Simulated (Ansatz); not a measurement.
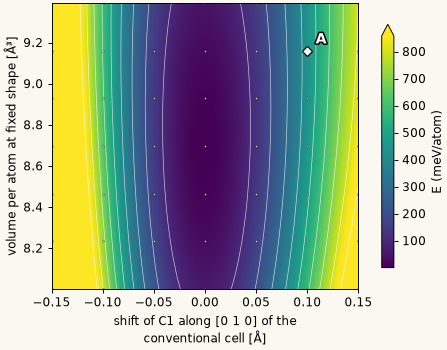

C (Fmmm, No. 69; 2 atoms in the cell). 
- The energy is mapped over a free internal coordinate and the cell.
- Coordinates scanned: (1) shift of C1 along [0 1 0] of the conventional cell, Cartesian (0 1 0), its symmetry partners moved as symmetry demands (measured in the relaxed cell); (2) volume per atom at fixed shape.
- Nothing is relaxed (all other coordinates fixed).
- The grid has 7 × 7 points.
- Points are written as (first, second).
- Energies are in meV/atom, from the lowest grid point.
- The band gap closes in part of the range.
- All numbers below come from Ansatz 0.2.0, DFT PBEsol+D3(BJ), scalar-relativistic, plane waves, PAW. Settings: cutoff 520 eV, k-mesh 16×16×16, gaussian smearing 0.03 eV, no spin polarisation.

Drawn: a smooth colour map with a few white contour lines, dots at the grid points, one colour for all values above the top of the scale, the point A. Between grid points the surface is interpolated.

Q: Is A at rest? If not, where is it pushed?

A: A, at (0.10 Å, 9.161 Å³), is not a stationary point. The computed force is 7300 meV/atom for each Å towards smaller values of the first coordinate and nearly zero along volume per atom at fixed shape.

PAW datasets: the set soft_1.
